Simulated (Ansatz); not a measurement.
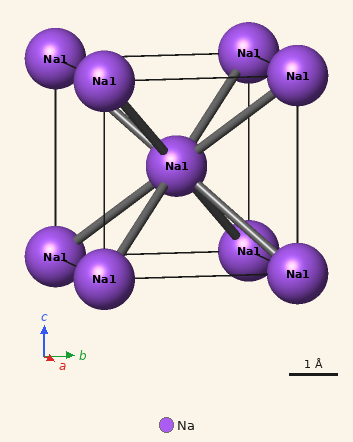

**Figure 1.** The structure (ball-and-stick view of the cell 2 times as large as that of the calculation, set on its symmetry axes, seen slightly off an axis; atoms are numbered from 1 in the order of the input).

## Na: a changed input and its effect

System: Na (Im-3m, 1 atom in the cell).
Method of run A: DFT PBE, scalar-relativistic, plane waves, PAW, no spin polarisation (Ansatz 0.2.0).

Text and figures count atoms from 1; the logs count them from 0 in places.

Input, run A:
```yaml
crystal:
  lattice:
    - [-2.1121762316, 2.1121762316, 2.1121762316]
    - [2.1121762316, -2.1121762316, 2.1121762316]
    - [2.1121762316, 2.1121762316, -2.1121762316]
  atoms:
    - { symbol: Na, position: [0.0, 0.0, 0.0] }
basis:
  ecutwfc: 420
  ecutrho_ratio: 4
kpoints:
  mp_grid: { grid: [6, 6, 6] }
hamiltonian:
  xc: pbe
scf:
  occupations: { method: gaussian, width: 0.05 }
output:
  forces: true
  stress: true
  eigenvalues: true
```

Hardware: 8 threads of an x86-64 CPU, shared host.

Output, shortened to warnings, some set-up lines, iterations and results (run A):
```
Basis set: ecut = 420 eV, 683 PW (Γ), exchange–correlation on 50×50×50 points (8 copies of the dense FFT grid, shifted against one another)
Symmetry: 48 space group operations
k-points: 16 of 216
Initial density: superposition of atomic densities (neutral atoms: chi_scale 0, normalization atom), corrected by the library's trained network
[...]
SCF iter   1: F=—  HF=-1486.379696 eV  |F-HF|=—  |Δ(HF+E_count)|=         —  Δρ=4.96e-4  dr2=4.78e-5  ethr=1.77e-3  ⟨swp⟩=5.1  Hψ=934  notcnv=0
SCF iter   2: F=—  HF=-1486.379583 eV  |F-HF|=—  |Δ(HF+E_count)|=   1.12e-4  Δρ=1.57e-4  dr2=5.48e-6  ethr=5.31e-7  ⟨swp⟩=2.0  Hψ=351  notcnv=0
SCF iter   3: F=—  HF=-1486.379602 eV  |F-HF|=—  |Δ(HF+E_count)|=   1.89e-5  Δρ=5.55e-5  dr2=8.84e-7  ethr=6.09e-8  ⟨swp⟩=2.0  Hψ=190  notcnv=0
SCF iter   4: F=-1486.379607 eV  HF=-1486.379608 eV  |F-HF|=7.51e-8  |Δ(HF+E_count)|=   5.22e-6  Δρ=1.86e-5  dr2=5.17e-8  ethr=9.82e-9  ⟨swp⟩=2.5  Hψ=208  notcnv=0
SCF iter   5: F=-1486.379608 eV  HF=-1486.379608 eV  |F-HF|=3.03e-9  |Δ(HF+E_count)|=   3.71e-8  Δρ=3.84e-6  dr2=2.04e-9  ethr=5.75e-10  ⟨swp⟩=2.0  Hψ=200  notcnv=0
SCF iter   6: F=-1486.379608 eV  HF=-1486.379608 eV  |F-HF|=1.30e-11  |Δ(HF+E_count)|=   1.81e-9  Δρ=2.61e-7  dr2=1.01e-11  ethr=2.26e-11  ⟨swp⟩=2.8  Hψ=511  notcnv=0
SCF 1 converged in 6 iterations: F = -1486.379608 eV  dr2 = 1.01e-11
SCF converged after 6 iterations
Free energy (F): -1486.379608 eV
Harris-Foulkes:  -1486.379608 eV  (|F-HF|=1.30e-11)
Internal energy: -1486.373416 eV  (E = F + TS)
E sigma→0 (E₀):  -1486.376512 eV
Entropy (-TS):   -0.006192 eV (-6.192 meV/atom)
Fermi energy:    1.702503 eV
--- Per-component energies (eV) ---
  E_band       = -241.800153
  E_kinetic    = 120.162106
  E_local      = -1447.573854  (includes V_loc(G=0)·N_el)
  E_nonlocal   = 115.095199
  E_hartree    = 529.838924
  E_xc         = -38.325135
  E_vxc        = -49.241683  (∫ρ·V_xc dr)
  E_paw        = -263.162572  (= ΣΔE_a)
  E_vpaw       = -39.919668  (= ΣTr[D̂ρ^β])
  E_aug_tail   = -0.000031  (compensation charges beyond the density's cutoff)
  E_ewald      = -502.408053
  E_smearing   = -0.006192  (= −TS)
  E_closure    = 0.000000  (closes the sum)
  Σ components = -1486.379608   (vs F -1486.379608, Δ=0.00e0)
--- Forces (eV/Å), atoms counted from 1 ---
  atom   1  Na     0.00000000    -0.00000000     0.00000000
  max |Σ_I F_I| component: 9.50e-33 eV/Å
--- Stress (GPa, compression-positive) ---
       -0.048900       0.000000       0.000000
        0.000000      -0.048900       0.000000
       -0.000000      -0.000000      -0.048900
  P = ⅓ Tr σ = -0.0489 GPa (-0.489 kbar)
```

The input of run B differs as follows (lines with − go, lines with + come):
```diff
-    - [-2.1121762316, 2.1121762316, 2.1121762316]
-    - [2.1121762316, -2.1121762316, 2.1121762316]
-    - [2.1121762316, 2.1121762316, -2.1121762316]
+    - [-2.115, 2.115, 2.115]
+    - [2.115, -2.115, 2.115]
+    - [2.115, 2.115, -2.115]
```

What does this change do to the results?

With the same functional and potentials, run B lies 0.06 meV per atom higher. The volume per atom goes from 37.69 to 37.84 Å³. The cell is scaled evenly with the atoms at fixed fractional positions, so −ΔP/Δ ln V estimates the bulk modulus midway between the two volumes: about 7.4 GPa. The number of SCF iterations is the same.

Output, shortened to warnings, some set-up lines, iterations and results (run B):
```
Basis set: ecut = 420 eV, 683 PW (Γ), exchange–correlation on 50×50×50 points (8 copies of the dense FFT grid, shifted against one another)
Symmetry: 48 space group operations
k-points: 16 of 216
Initial density: superposition of atomic densities (neutral atoms: chi_scale 0, normalization atom), corrected by the library's trained network
[...]
SCF iter   1: F=—  HF=-1486.379630 eV  |F-HF|=—  |Δ(HF+E_count)|=         —  Δρ=5.07e-4  dr2=4.95e-5  ethr=1.77e-3  ⟨swp⟩=5.1  Hψ=935  notcnv=0
SCF iter   2: F=—  HF=-1486.379524 eV  |F-HF|=—  |Δ(HF+E_count)|=   1.06e-4  Δρ=1.65e-4  dr2=5.91e-6  ethr=5.50e-7  ⟨swp⟩=2.0  Hψ=351  notcnv=0
SCF iter   3: F=—  HF=-1486.379543 eV  |F-HF|=—  |Δ(HF+E_count)|=   1.85e-5  Δρ=5.48e-5  dr2=8.75e-7  ethr=6.57e-8  ⟨swp⟩=2.0  Hψ=190  notcnv=0
SCF iter   4: F=-1486.379548 eV  HF=-1486.379548 eV  |F-HF|=1.03e-7  |Δ(HF+E_count)|=   5.27e-6  Δρ=2.15e-5  dr2=7.10e-8  ethr=9.72e-9  ⟨swp⟩=2.2  Hψ=208  notcnv=0
SCF iter   5: F=-1486.379548 eV  HF=-1486.379548 eV  |F-HF|=3.03e-9  |Δ(HF+E_count)|=   5.33e-8  Δρ=3.83e-6  dr2=2.08e-9  ethr=7.89e-10  ⟨swp⟩=2.0  Hψ=200  notcnv=0
SCF iter   6: F=-1486.379548 eV  HF=-1486.379548 eV  |F-HF|=2.05e-11  |Δ(HF+E_count)|=   1.67e-9  Δρ=3.34e-7  dr2=1.66e-11  ethr=2.31e-11  ⟨swp⟩=2.8  Hψ=511  notcnv=0
SCF 1 converged in 6 iterations: F = -1486.379548 eV  dr2 = 1.66e-11
SCF converged after 6 iterations
Free energy (F): -1486.379548 eV
Harris-Foulkes:  -1486.379548 eV  (|F-HF|=2.05e-11)
Internal energy: -1486.373356 eV  (E = F + TS)
E sigma→0 (E₀):  -1486.376452 eV
Entropy (-TS):   -0.006192 eV (-6.192 meV/atom)
Fermi energy:    1.685543 eV
--- Per-component energies (eV) ---
  E_band       = -241.972601
  E_kinetic    = 120.152989
  E_local      = -1448.735879  (includes V_loc(G=0)·N_el)
  E_nonlocal   = 115.092407
  E_hartree    = 530.336302
  E_xc         = -38.319055
  E_vxc        = -49.233667  (∫ρ·V_xc dr)
  E_paw        = -263.162807  (= ΣΔE_a)
  E_vpaw       = -39.920926  (= ΣTr[D̂ρ^β])
  E_aug_tail   = -0.000033  (compensation charges beyond the density's cutoff)
  E_ewald      = -501.737280
  E_smearing   = -0.006192  (= −TS)
  E_closure    = -0.000000  (closes the sum)
  Σ components = -1486.379548   (vs F -1486.379548, Δ=0.00e0)
--- Forces (eV/Å), atoms counted from 1 ---
  atom   1  Na     0.00000000     0.00000000     0.00000000
  max |Σ_I F_I| component: 4.01e-32 eV/Å
--- Stress (GPa, compression-positive) ---
       -0.078371      -0.000000      -0.000000
       -0.000000      -0.078371      -0.000000
        0.000000       0.000000      -0.078371
  P = ⅓ Tr σ = -0.0784 GPa (-0.784 kbar)
```

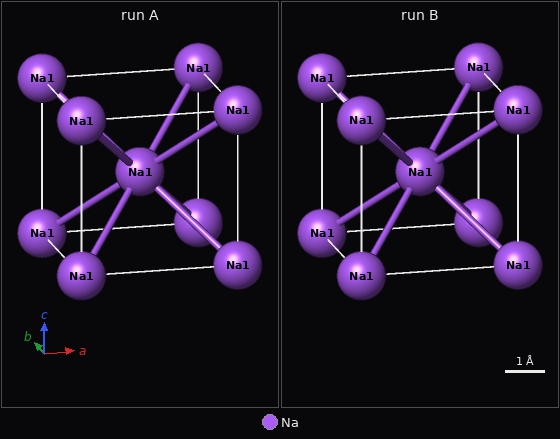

**Figure 2.** The two input geometries at one scale (ball-and-stick view of the cell 2 times as large as that of the calculation, set on its symmetry axes, seen slightly off an axis). The atoms keep their places relative to the cell (all moves are under 0.005 Å). Cell: a = b = c 4.224 → 4.230 Å (+0.1 %). Volume +0.4 %. Among the contacts that change: Na1–Na1 3.658 → 3.663 Å.

The two runs side by side:

| quantity | run A | run B |
| --- | --- | --- |
| outcome | converged | converged |
| free energy per atom (eV) | −1486.3796 | −1486.3795 |
| energy per atom, smearing taken to zero (eV) | −1486.3765 | −1486.3765 |
| gap on the mesh (eV) | 0.00 | 0.00 |
| pressure (GPa) | −0.05 | −0.08 |
| volume per atom (Å³) | 37.69 | 37.84 |
| largest force (eV/Å) | 0.000 | 0.000 |
| SCF iterations | 6 | 6 |
| irreducible k-points | 16 | 16 |
| plane waves at Γ | 683 | 683 |
